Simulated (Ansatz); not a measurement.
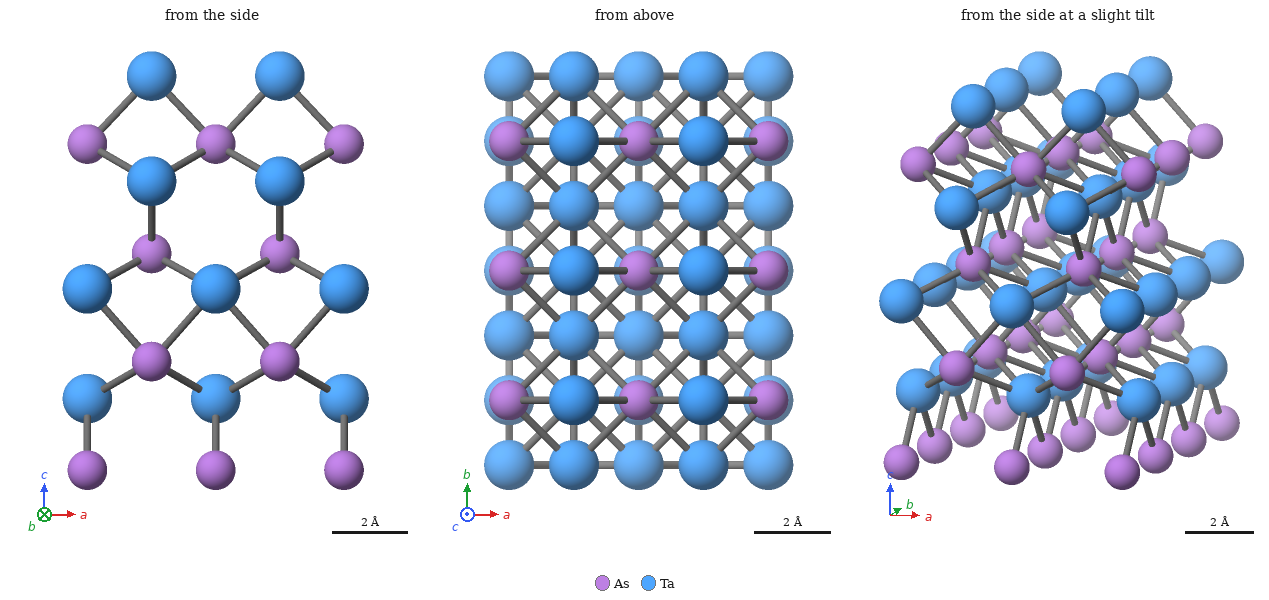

A ball-and-stick picture of a periodic slab, seen from the side, from above and from the side at a slight tilt. The surface normal points up in side views; the vacuum is left out. 2×3 cells are drawn in the plane, with atoms at the edges repeated.

The cell holds 4 Ta, 4 As. The slab was cut from bulk TaAs (I4_1md).

How is each face terminated?

Answer. The top face ends in Ta, the bottom face in As. The faces differ, so the slab can carry a dipole.

Read the thickness off the scale bar.

Answer. About 11 Å from the lowest to the highest atom.

Name the atomic layers in order from the top face down.

Answer. Eight planes: Ta / As / Ta / As / Ta / As / Ta / As.

Index the surface.

Answer. (0 0 1).

Level of theory: Ansatz, DFT PBEsol, scalar-relativistic, plane waves, PAW. Settings were 420 eV cutoff, k-points on a 10×10×1 grid, Gaussian smearing of 0.1 eV, no spin polarisation.

Estimate the work function for the two faces.

Answer. 4.08 eV at the top and 5.36 eV at the bottom.

The cell started as a structure listed in the Materials Project, from which a slab was cut. The atoms were relaxed in a fixed cell with Ansatz 0.2.0, DFT PBEsol, scalar-relativistic, plane waves, PAW.
